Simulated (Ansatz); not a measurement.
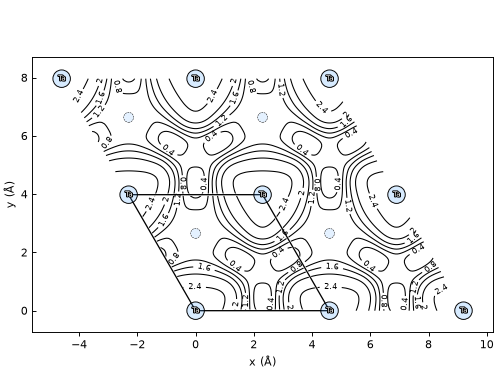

Energy landscape of S on a Ta(111) slab cut from the Im-3m phase, its upper half relaxed before the scan (6 atoms of substrate and one adsorbate in a 1 × 1 cell). S is moved over the surface cell; relaxed at each place: the height of the adsorbate's atoms; substrate rigid; the origin of the map has the adsorbate above Ta6. Places are given modulo a cell vector. The map is drawn in real space over the plane of the surface. The scan uses a 9 × 9 grid; 19 points were computed and 62 follow by symmetry. Energies are in eV, from the lowest grid point. With one adsorbate in each 1 × 1 cell, its nearest image is 4.6 Å away, so neighbouring adsorbates interact. Method: DFT LDA, scalar-relativistic, plane waves, PAW (Ansatz). Settings: cutoff 420 eV, k-mesh 6×6×1, gaussian smearing 0.1 eV, no spin polarisation.

Drawn: contour lines labelled in eV, labelled circles for the atoms of the top layer and small ones for the second layer, the outline of one cell of the 2 × 2 shown. Between grid points the surface is interpolated. 

Question: Where are the wells?

Answer: The lowest grid point is at (5/9, 1/9) of the cell vectors [nearest 3 Ta at 2.47 Å]; the map holds 3 wells of about this depth. The highest grid point, the top site over a surface Ta atom, (0/9, 0/9) of the cell vectors, lies 2.56 eV above the lowest. On the interpolated surface the easiest way out of the lowest well to a well of about the same depth near (8/9, 4/9) of the cell vectors [nearest 3 Ta at 2.47 Å] passes a barrier of about 0.55 eV. At the lowest point the adsorbate has 3 Ta at 2.47 Å as nearest neighbours, at the highest 1 Ta at 2.16 Å. Its relaxed height above the top atom is 0.84 Å at the lowest and 2.16 Å at the highest point.

The input of one point:

```yaml
crystal:
  lattice:
    - [4.6002247492, 0.0, 0.0]
    - [-2.3001123746, 3.9839114959, 0.0]
    - [0.0, 0.0, 19.9017722044]
  atoms:
    - { symbol: Ta, position: [0.6666666667, 0.3333333333, 0.2009871261] }
    - { symbol: Ta, position: [0.3333333333, 0.6666666667, 0.2481697054] }
    - { symbol: Ta, position: [0.0, 0.0, 0.2953522847] }
    - { symbol: Ta, position: [0.6666666667, 0.3333333333, 0.3395777425] }
    - { symbol: Ta, position: [0.3333333333, 0.6666666667, 0.3810648003] }
    - { symbol: Ta, position: [0.0, 0.0, 0.4221620124] }
    - { symbol: S, position: [0.8888888889, 0.4444444444, 0.4703989227] }
basis:
  ecutwfc: 420
kpoints:
  mp_grid: { grid: [6, 6, 1] }
hamiltonian:
  xc: lda
  pseudopotentials: { kind: paw, azcp: { folder: soft_1 } }
scf:
  occupations: { method: gaussian, width: 0.1 }
output:
  forces: true
  eigenvalues: true
relax:
  adjacent_minimum: "off"
  f_tol: 0.025
  max_steps: 16
  constraints: [{ sites: [0, 1, 2, 3, 4, 5] }, { sites: [6], fix: xy }]
efield:
  axis: 3
  dipole_correction: true
  ramp_width: 0.04
```

The whole map (19 points run) took 34 min on 1 thread of Arm Neoverse V2, on a shared host.
